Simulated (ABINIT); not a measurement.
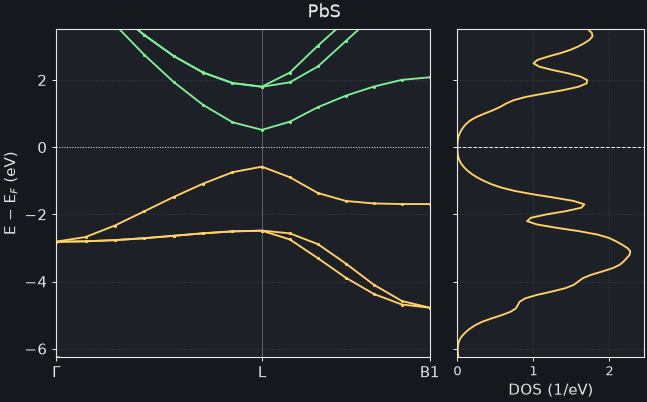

Band structure and density of states. Energies are counted from the Fermi level. The DOS curve is built from the levels of the k mesh with Gaussians 0.55 eV wide, which also blur the band edges; ripples of that width can come from the mesh.

This input was run:

```
# Datasets: ground state, then fixed potential
ndtset 2

# Pseudopotentials
pp_dirpath "./"
pseudos "Pb.LDA_PW-JTH.xml, S.LDA_PW-JTH.xml"

# Structure
acell 3*1.0 Angstrom
rprim
     2.1126617058     1.2197458045     3.4519162518
    -2.1126617058     1.2197458045     3.4519162518
     0.0000000000    -2.4394916091     3.4519162518
ntypat 2
znucl 82 16
natom 2
typat 1 2
xred
     0.9805657800     0.9805657800     0.9805657800
     0.4750355500     0.4750355500     0.4750355500

# Plane-wave basis
ecut 26.0
pawecutdg 48.0

# Exchange and correlation
ixc -208012
usekden 1
pawxcdev 0

# Bands and occupations
occopt 3
tsmear 0.05 eV

# SCF cycle
nstep 100
diemix 0.3
optforces 0
optstress 0

# Output
iomode 3
prtwf 0
prteig 0
prtebands 0
enunit 1
prtden1 1
prtkden1 1
prtvha1 1
prtvclmb1 1
prtpot1 1

# Dataset 1
kptopt1 1
ngkpt1 7 7 7
nshiftk1 1
shiftk1 0.0 0.0 0.0
nband1 14
tolvrs1 1.0e-7

# Dataset 2: bands along G-L-B1
iscf2 -2
getden2 1
getkden2 1
nband2 20
nbdbuf2 4
tolwfr2 1.0e-11
kptopt2 -2
ndivsm2 6
prteig2 1
prtvol2 -3
kptbounds2
     0.0000000000     0.0000000000     0.0000000000
     0.5000000000     0.0000000000     0.0000000000
     0.5000000000     0.2499056766    -0.2499056766
```

System: PbS, space group R3m, 2 atoms in the primitive cell.

Level of theory: TB-mBJ, JTH PAW LDA v2.0, no spin polarisation, no spin-orbit coupling, 7×7×7 k mesh, 707 eV cutoff, Fermi-Dirac smearing of 0.05 eV; code ABINIT 10.8.3 (patched build).

Metal, semiconductor or insulator, and what is the gap?

A semiconductor. The gap along this path is 1.10 eV and direct: both edges lie at L.

How many bands meet at the valence-band top?

The top valence level at L is a single band, not degenerate (spin aside).

The constant c of TB-mBJ comes from the pseudo density here, which moves gaps by up to 0.3 eV between sets of potentials. The PAW data sets were made with another functional. Spin-orbit coupling is left out, which matters for Pb. The usual form of PbS is rocksalt. In reduced coordinates of the cell that was run, L is (0.5, 0, 0) and B1 is (0.5, 0.25, −0.25).
